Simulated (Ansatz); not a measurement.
**Single-point calculation of C (part 2 of 3)**

The same run, continued: C (slab, 7 atoms in the cell); DFT, PBE, dispersion d3bj, plane waves, PAW, spin-polarised (Ansatz 0.2.0); cutoff 420 eV, 12×12×1 k-mesh, Gaussian smearing of 0.05 eV, collinear spins. The structure derives from an entry of the Crystallography Open Database. Some settings of this run were made unusual or wrong on purpose.

Geometry of the input (Å; fractional positions):
```
2.4650  0.0000  0.0000
-1.2325  2.1348  0.0000
0.0000  0.0000  25.6987
C  0.6667  0.3333  0.3308
C  0.3333  0.6667  0.3308
C  0.3333  0.6667  0.4615
C  0.0000  0.0000  0.4615
C  0.0000  0.0000  0.5929
C  0.6667  0.3333  0.5930
C  0.3333  0.6667  0.7249
```

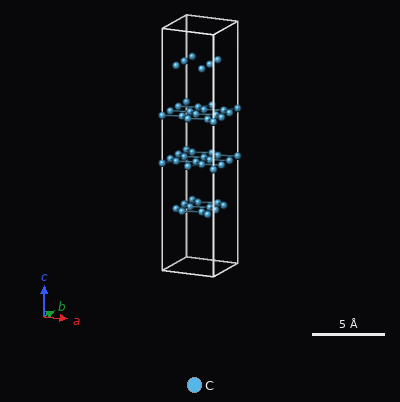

**Figure 1.** The input geometry (ball-and-stick view of the 2 × 3 repeat of the cell, with the vacuum cut short, seen slightly off an axis). An atom can appear more than once, as a periodic image.

**Output, continued**
```
SCF iter   1: F=—  HF=-1753.208632 eV  |F-HF|=—  |Δ(HF+E_count)|=         —  Δρ=7.19e-2 (↑4.64e-2 ↓7.19e-2)  dr2=3.45e1  dr2_m=2.14e0  M=1.543 μB ∫|m|=1.546 μB  β_m=0.30  ethr=3.10e-3  p=0.000 e·Å  D=2.82e-8 V/Å  ΔV_dip=-0.00 eV  dr2_dipole=1.32e1  V_vac-E_F(+/−)=6.82/6.82 eV  ⟨swp⟩=7.4  Hψ=5238  notcnv=0  defer=4
efield: sawtooth ramp at fractional position 0.0078 (placed from the atoms, in the widest stretch of the axis that holds none; the zero of the levels goes with the place), width 0.0400; the density the first Hamiltonian is built on has a dipole p = 0.000 e·Å; the dipole correction subtracts the counter field D = 2.82e-8 V/Å, which shifts the + side's vacuum level by -0.00 eV against the − side's; the planar-averaged density in the ramp window peaks in size at 1.3e-7 e/Å³
preconditioner: auto → none  [insulator: Δε(μ)=0.064 eV  Ē_g=16.286 eV  σ=0.050 eV  W_gap=0.62  n_scr=16 (ndim 8)  ℏωp=16.9 eV  f_vac=0.462  D(μ)=1.40/eV (n_scr^D=10)  ε∞_Penn≈2.1]
SCF iter   2: F=—  HF=-2055.852812 eV  |F-HF|=—  |Δ(HF+E_count)|=    3.03e2  Δρ=2.17e-1 (↑2.17e-1 ↓2.04e-1)  dr2=1.58e4  dr2_m=1.65e0  M=1.125 μB ∫|m|=1.157 μB  β_m=0.30  ethr=3.10e-3  p=1.331 e·Å  D=1.78e0 V/Å  ΔV_dip=-45.77 eV  dr2_dipole=1.85e4  V_vac-E_F(+/−)=-14.57/31.20 eV  ⟨swp⟩=29.4  Hψ=22423  notcnv=0  defer=163  κ⁻¹=1.0e0(r=1)
SCF iter   3: F=—  HF=-1753.474014 eV  |F-HF|=—  |Δ(HF+E_count)|=    3.02e2  Δρ=4.18e-2 (↑3.65e-2 ↓4.18e-2)  dr2=3.71e1  dr2_m=5.48e-1  M=1.033 μB ∫|m|=1.045 μB  β_m=0.30  ethr=3.10e-3  p=-0.222 e·Å  D=-2.97e-1 V/Å  ΔV_dip=7.64 eV  dr2_dipole=9.68e0  V_vac-E_F(+/−)=14.88/7.36 eV  ⟨swp⟩=10.7  Hψ=7009  notcnv=0  defer=213  κ⁻¹=3.0e-4(r=2)
SCF iter   4: F=—  HF=-1752.251170 eV  |F-HF|=—  |Δ(HF+E_count)|=    1.22e0  Δρ=3.19e-2 (↑2.19e-2 ↓3.19e-2)  dr2=3.30e0  dr2_m=3.46e-1  M=0.528 μB ∫|m|=0.549 μB  β_m=0.30  ethr=3.10e-3  p=-0.120 e·Å  D=-1.60e-1 V/Å  ΔV_dip=4.12 eV  dr2_dipole=1.23e-1  V_vac-E_F(+/−)=10.95/6.89 eV  ⟨swp⟩=7.6  Hψ=3288  notcnv=0  defer=190  κ⁻¹=2.2e-5(r=3)
SCF iter   5: F=—  HF=-1751.924580 eV  |F-HF|=—  |Δ(HF+E_count)|=   3.27e-1  Δρ=2.03e-2 (↑1.61e-2 ↓2.03e-2)  dr2=7.71e0  dr2_m=1.83e-1  M=0.494 μB ∫|m|=0.512 μB  β_m=0.30  ethr=3.10e-3  p=-0.164 e·Å  D=-2.19e-1 V/Å  ΔV_dip=5.64 eV  dr2_dipole=5.51e0  V_vac-E_F(+/−)=8.90/3.30 eV  ⟨swp⟩=7.6  Hψ=3466  notcnv=0  defer=193  κ⁻¹=1.4e-5(r=4)
SCF iter   6: F=—  HF=-1751.778498 eV  |F-HF|=—  |Δ(HF+E_count)|=   1.46e-1  Δρ=1.10e-2 (↑1.10e-2 ↓1.09e-2)  dr2=2.44e-1  dr2_m=1.24e-1  M=0.303 μB ∫|m|=0.320 μB  β_m=0.30  ethr=3.10e-3  p=-0.187 e·Å  D=-2.51e-1 V/Å  ΔV_dip=6.44 eV  dr2_dipole=4.30e-2  V_vac-E_F(+/−)=10.82/4.45 eV  ⟨swp⟩=5.3  Hψ=2315  notcnv=0  defer=204  κ⁻¹=6.5e-7(r=5)
SCF iter   7: F=—  HF=-1751.805786 eV  |F-HF|=—  |Δ(HF+E_count)|=   2.73e-2  Δρ=7.89e-3 (↑7.89e-3 ↓7.85e-3)  dr2=1.13e-1  dr2_m=6.45e-2  M=0.282 μB ∫|m|=0.297 μB  β_m=0.30  ethr=8.71e-4  p=-0.187 e·Å  D=-2.51e-1 V/Å  ΔV_dip=6.44 eV  dr2_dipole=9.80e-2  V_vac-E_F(+/−)=10.51/4.14 eV  ⟨swp⟩=4.3  Hψ=1701  notcnv=0  defer=216  κ⁻¹=2.1e-7(r=6)
SCF iter   8: F=—  HF=-1751.820904 eV  |F-HF|=—  |Δ(HF+E_count)|=   1.51e-2  Δρ=5.73e-3 (↑5.52e-3 ↓5.73e-3)  dr2=7.43e-2  dr2_m=3.67e-2  M=0.245 μB ∫|m|=0.259 μB  β_m=0.30  ethr=4.03e-4  p=-0.173 e·Å  D=-2.32e-1 V/Å  ΔV_dip=5.96 eV  dr2_dipole=1.13e-1  V_vac-E_F(+/−)=9.92/4.01 eV  ⟨swp⟩=3.7  Hψ=1174  notcnv=0  defer=211  κ⁻¹=4.3e-8(r=7)
SCF iter   9: F=—  HF=-1751.829475 eV  |F-HF|=—  |Δ(HF+E_count)|=   8.57e-3  Δρ=4.36e-3 (↑4.01e-3 ↓4.36e-3)  dr2=6.79e-2  dr2_m=2.08e-2  M=0.223 μB ∫|m|=0.233 μB  β_m=0.43  ethr=2.65e-4  p=-0.159 e·Å  D=-2.13e-1 V/Å  ΔV_dip=5.46 eV  dr2_dipole=1.02e-1  V_vac-E_F(+/−)=9.45/4.03 eV  ⟨swp⟩=2.1  Hψ=971  notcnv=0  defer=198
Mixer restart at iter 9: flushing history
spin-set hold released at iteration 9 (site moments contracting): the magnetisation degrees of freedom join the quasi-Newton model from the next iteration; the mixer history was flushed
SCF iter  10: F=—  HF=-1752.087576 eV  |F-HF|=—  |Δ(HF+E_count)|=   2.58e-1  Δρ=1.01e-2 (↑8.26e-3 ↓1.01e-2)  dr2=1.20e1  dr2_m=6.04e-3  M=0.249 μB ∫|m|=0.251 μB  β_m=0.44  ethr=2.43e-4  p=-0.042 e·Å  D=-5.63e-2 V/Å  ΔV_dip=1.45 eV  dr2_dipole=7.96e0  V_vac-E_F(+/−)=7.70/6.29 eV  ⟨swp⟩=6.1  Hψ=2607  notcnv=0  defer=205  κ⁻¹=1.0e0(r=1)
density mixer auto → broyden: gapped, with few screened modes (density of states about μ 0.71 of a free-electron gas's, 16 screened modes)
SCF iter  11: F=—  HF=-1751.819972 eV  |F-HF|=—  |Δ(HF+E_count)|=   2.68e-1  Δρ=2.49e-3 (↑2.49e-3 ↓2.36e-3)  dr2=4.95e-2  dr2_m=6.58e-3  M=0.222 μB ∫|m|=0.228 μB  β_m=1.20  ethr=2.43e-4  p=-0.118 e·Å  D=-1.58e-1 V/Å  ΔV_dip=4.07 eV  dr2_dipole=6.48e-2  V_vac-E_F(+/−)=8.19/4.15 eV  ⟨swp⟩=5.4  Hψ=2152  notcnv=0  defer=209  κ⁻¹=1.7e-4(r=2)
SCF iter  12: F=—  HF=-1751.814413 eV  |F-HF|=—  |Δ(HF+E_count)|=   5.56e-3  Δρ=9.22e-4 (↑7.82e-4 ↓9.22e-4)  dr2=1.19e-2  dr2_m=3.40e-4  M=0.190 μB ∫|m|=0.191 μB  β_m=1.20  ethr=1.77e-4  p=-0.070 e·Å  D=-9.42e-2 V/Å  ΔV_dip=2.42 eV  dr2_dipole=1.81e-3  V_vac-E_F(+/−)=6.77/4.36 eV  ⟨swp⟩=3.4  Hψ=1510  notcnv=0  defer=203  κ⁻¹=7.0e-5(r=3)
SCF iter  13: F=—  HF=-1751.813880 eV  |F-HF|=—  |Δ(HF+E_count)|=   5.33e-4  Δρ=7.34e-4 (↑6.04e-4 ↓7.34e-4)  dr2=1.97e-3  dr2_m=3.71e-4  M=0.170 μB ∫|m|=0.170 μB  β_m=1.20  ethr=4.26e-5  p=-0.066 e·Å  D=-8.90e-2 V/Å  ΔV_dip=2.29 eV  dr2_dipole=2.95e-5  V_vac-E_F(+/−)=6.56/4.28 eV  ⟨swp⟩=2.3  Hψ=928  notcnv=0  defer=204  κ⁻¹=4.5e-5(r=4)
SCF iter  14: F=—  HF=-1751.814772 eV  |F-HF|=—  |Δ(HF+E_count)|=   8.92e-4  Δρ=6.76e-4 (↑4.78e-4 ↓6.76e-4)  dr2=2.24e-3  dr2_m=2.62e-4  M=0.140 μB ∫|m|=0.140 μB  β_m=1.20  ethr=7.03e-6  p=-0.059 e·Å  D=-7.83e-2 V/Å  ΔV_dip=2.01 eV  dr2_dipole=6.47e-4  V_vac-E_F(+/−)=6.32/4.31 eV  ⟨swp⟩=2.1  Hψ=1144  notcnv=0  defer=199  κ⁻¹=1.0e-5(r=5)
SCF iter  15: F=—  HF=-1751.815794 eV  |F-HF|=—  |Δ(HF+E_count)|=   1.02e-3  Δρ=9.01e-4 (↑9.01e-4 ↓8.85e-4)  dr2=3.01e-3  dr2_m=3.50e-4  M=0.084 μB ∫|m|=0.084 μB  β_m=1.20  ethr=7.03e-6  p=-0.054 e·Å  D=-7.27e-2 V/Å  ΔV_dip=1.87 eV  dr2_dipole=8.26e-4  V_vac-E_F(+/−)=6.17/4.31 eV  ⟨swp⟩=2.4  Hψ=1163  notcnv=0  defer=200  κ⁻¹=7.3e-6(r=6)
SCF iter  16: F=—  HF=-1751.815733 eV  |F-HF|=—  |Δ(HF+E_count)|=   6.07e-5  Δρ=9.60e-4 (↑8.79e-4 ↓9.60e-4)  dr2=7.98e-3  dr2_m=4.13e-4  M=0.100 μB ∫|m|=0.100 μB  β_m=1.20  ethr=7.03e-6  p=-0.053 e·Å  D=-7.12e-2 V/Å  ΔV_dip=1.83 eV  dr2_dipole=3.22e-3  V_vac-E_F(+/−)=6.13/4.31 eV  ⟨swp⟩=1.3  Hψ=889  notcnv=0  defer=199  κ⁻¹=1.2e-6(r=7)
SCF iter  17: F=—  HF=-1751.815620 eV  |F-HF|=—  |Δ(HF+E_count)|=   1.13e-4  Δρ=9.23e-4 (↑9.23e-4 ↓9.15e-4)  dr2=5.51e-3  dr2_m=4.47e-4  M=0.103 μB ∫|m|=0.104 μB  β_m=1.20  ethr=7.03e-6  p=-0.053 e·Å  D=-7.10e-2 V/Å  ΔV_dip=1.83 eV  dr2_dipole=2.07e-3  V_vac-E_F(+/−)=6.13/4.31 eV  ⟨swp⟩=1.1  Hψ=880  notcnv=0  defer=198  κ⁻¹=1.0e-7(r=8)
SCF iter  18: F=—  HF=-1751.815798 eV  |F-HF|=—  |Δ(HF+E_count)|=   1.78e-4  Δρ=8.91e-4 (↑8.91e-4 ↓8.86e-4)  dr2=6.69e-3  dr2_m=3.64e-4  M=0.083 μB ∫|m|=0.083 μB  β_m=1.20  ethr=7.03e-6  p=-0.054 e·Å  D=-7.24e-2 V/Å  ΔV_dip=1.86 eV  dr2_dipole=2.74e-3  V_vac-E_F(+/−)=6.17/4.31 eV  ⟨swp⟩=1.3  Hψ=847  notcnv=0  defer=197  κ⁻¹=1.0e-7(r=8)
SCF iter  19: F=—  HF=-1751.815887 eV  |F-HF|=—  |Δ(HF+E_count)|=   8.87e-5  Δρ=3.30e-4 (↑3.30e-4 ↓2.08e-4)  dr2=1.16e-3  dr2_m=3.51e-5  M=0.019 μB ∫|m|=0.019 μB  β_m=0.30  ethr=7.03e-6  p=-0.059 e·Å  D=-7.91e-2 V/Å  ΔV_dip=2.03 eV  dr2_dipole=6.01e-4  V_vac-E_F(+/−)=6.32/4.29 eV  ⟨swp⟩=2.8  Hψ=1333  notcnv=0  defer=200  κ⁻¹=6.4e-6(r=8)
SCF iter  20: F=—  HF=-1751.815957 eV  |F-HF|=—  |Δ(HF+E_count)|=   7.01e-5  Δρ=1.25e-4 (↑1.25e-4 ↓9.76e-5)  dr2=8.19e-4  dr2_m=3.28e-6  M=0.015 μB ∫|m|=0.015 μB  β_m=0.30  ethr=4.15e-6  p=-0.059 e·Å  D=-7.84e-2 V/Å  ΔV_dip=2.01 eV  dr2_dipole=5.06e-4  V_vac-E_F(+/−)=6.33/4.31 eV  ⟨swp⟩=1.5  Hψ=956  notcnv=0  defer=197  κ⁻¹=4.2e-5(r=8)
SCF iter  21: F=—  HF=-1751.816002 eV  |F-HF|=—  |Δ(HF+E_count)|=   4.48e-5  Δρ=6.18e-5 (↑4.08e-5 ↓6.18e-5)  dr2=5.76e-5  dr2_m=1.21e-6  M=0.007 μB ∫|m|=0.007 μB  β_m=0.30  ethr=2.92e-6  p=-0.058 e·Å  D=-7.80e-2 V/Å  ΔV_dip=2.00 eV  dr2_dipole=1.31e-5  V_vac-E_F(+/−)=6.30/4.30 eV  ⟨swp⟩=1.8  Hψ=826  notcnv=0  defer=197  κ⁻¹=3.1e-5(r=8)
SCF iter  22: F=—  HF=-1751.816012 eV  |F-HF|=—  |Δ(HF+E_count)|=   1.04e-5  Δρ=2.90e-5 (↑2.90e-5 ↓2.57e-5)  dr2=1.07e-5  dr2_m=6.58e-7  M=0.005 μB ∫|m|=0.006 μB  β_m=1.15  ethr=2.06e-7  p=-0.058 e·Å  D=-7.76e-2 V/Å  ΔV_dip=1.99 eV  dr2_dipole=4.55e-6  V_vac-E_F(+/−)=6.29/4.30 eV  ⟨swp⟩=1.9  Hψ=984  notcnv=0  defer=197  κ⁻¹=1.6e-5(r=8)
SCF iter  23: F=—  HF=-1751.816022 eV  |F-HF|=—  |Δ(HF+E_count)|=   9.81e-6  Δρ=4.97e-5 (↑4.97e-5 ↓3.44e-5)  dr2=5.68e-6  dr2_m=2.48e-7  M=0.009 μB ∫|m|=0.009 μB  β_m=1.20  ethr=3.84e-8  p=-0.058 e·Å  D=-7.73e-2 V/Å  ΔV_dip=1.99 eV  dr2_dipole=7.88e-7  V_vac-E_F(+/−)=6.29/4.30 eV  ⟨swp⟩=2.1  Hψ=1163  notcnv=0  defer=197  κ⁻¹=3.1e-5(r=8)
SCF iter  24: F=—  HF=-1751.816023 eV  |F-HF|=—  |Δ(HF+E_count)|=   1.75e-6  Δρ=3.59e-5 (↑3.59e-5 ↓2.20e-5)  dr2=2.81e-6  dr2_m=2.50e-7  M=0.010 μB ∫|m|=0.010 μB  β_m=1.20  ethr=2.03e-8  p=-0.058 e·Å  D=-7.73e-2 V/Å  ΔV_dip=1.99 eV  dr2_dipole=6.43e-7  V_vac-E_F(+/−)=6.29/4.30 eV  ⟨swp⟩=1.4  Hψ=805  notcnv=0  defer=197  κ⁻¹=1.8e-6(r=8)
SCF iter  25: F=—  HF=-1751.816025 eV  |F-HF|=—  |Δ(HF+E_count)|=   1.58e-6  Δρ=2.86e-5 (↑2.86e-5 ↓1.59e-5)  dr2=1.44e-6  dr2_m=2.46e-7  M=0.011 μB ∫|m|=0.011 μB  β_m=1.20  ethr=1.00e-8  p=-0.058 e·Å  D=-7.73e-2 V/Å  ΔV_dip=1.99 eV  dr2_dipole=3.93e-7  V_vac-E_F(+/−)=6.28/4.30 eV  ⟨swp⟩=1.9  Hψ=946  notcnv=0  defer=197  κ⁻¹=4.5e-7(r=8)
SCF iter  26: F=—  HF=-1751.816029 eV  |F-HF|=—  |Δ(HF+E_count)|=   4.13e-6  Δρ=1.46e-5 (↑1.46e-5 ↓1.31e-5)  dr2=1.37e-6  dr2_m=1.40e-7  M=0.016 μB ∫|m|=0.016 μB  β_m=1.20  ethr=5.16e-9  p=-0.058 e·Å  D=-7.72e-2 V/Å  ΔV_dip=1.98 eV  dr2_dipole=4.29e-7  V_vac-E_F(+/−)=6.28/4.30 eV  ⟨swp⟩=2.4  Hψ=1120  notcnv=0  defer=197  κ⁻¹=2.3e-7(r=8)
SCF iter  27: F=—  HF=-1751.816032 eV  |F-HF|=—  |Δ(HF+E_count)|=   2.51e-6  Δρ=8.86e-6 (↑6.53e-6 ↓8.86e-6)  dr2=1.09e-6  dr2_m=5.53e-8  M=0.022 μB ∫|m|=0.022 μB  β_m=1.20  ethr=4.90e-9  p=-0.058 e·Å  D=-7.71e-2 V/Å  ΔV_dip=1.98 eV  dr2_dipole=6.31e-7  V_vac-E_F(+/−)=6.28/4.30 eV  ⟨swp⟩=2.4  Hψ=1103  notcnv=0  defer=197  κ⁻¹=9.0e-7(r=8)
SCF iter  28: F=—  HF=-1751.816032 eV  |F-HF|=—  |Δ(HF+E_count)|=   7.03e-7  Δρ=5.78e-6 (↑5.78e-6 ↓3.70e-6)  dr2=5.99e-7  dr2_m=1.88e-8  M=0.023 μB ∫|m|=0.023 μB  β_m=1.20  ethr=3.90e-9  p=-0.058 e·Å  D=-7.71e-2 V/Å  ΔV_dip=1.98 eV  dr2_dipole=3.80e-7  V_vac-E_F(+/−)=6.28/4.30 eV  ⟨swp⟩=1.9  Hψ=1000  notcnv=0  defer=197  κ⁻¹=5.6e-6(r=8)
SCF iter  29: F=—  HF=-1751.816033 eV  |F-HF|=—  |Δ(HF+E_count)|=   1.35e-7  Δρ=1.51e-5 (↑1.51e-5 ↓7.46e-6)  dr2=1.28e-6  dr2_m=3.31e-8  M=0.026 μB ∫|m|=0.026 μB  β_m=1.20  ethr=2.14e-9  p=-0.058 e·Å  D=-7.70e-2 V/Å  ΔV_dip=1.98 eV  dr2_dipole=7.84e-7  V_vac-E_F(+/−)=6.28/4.30 eV  ⟨swp⟩=2.3  Hψ=1168  notcnv=0  defer=197  κ⁻¹=1.1e-4(r=8)
```
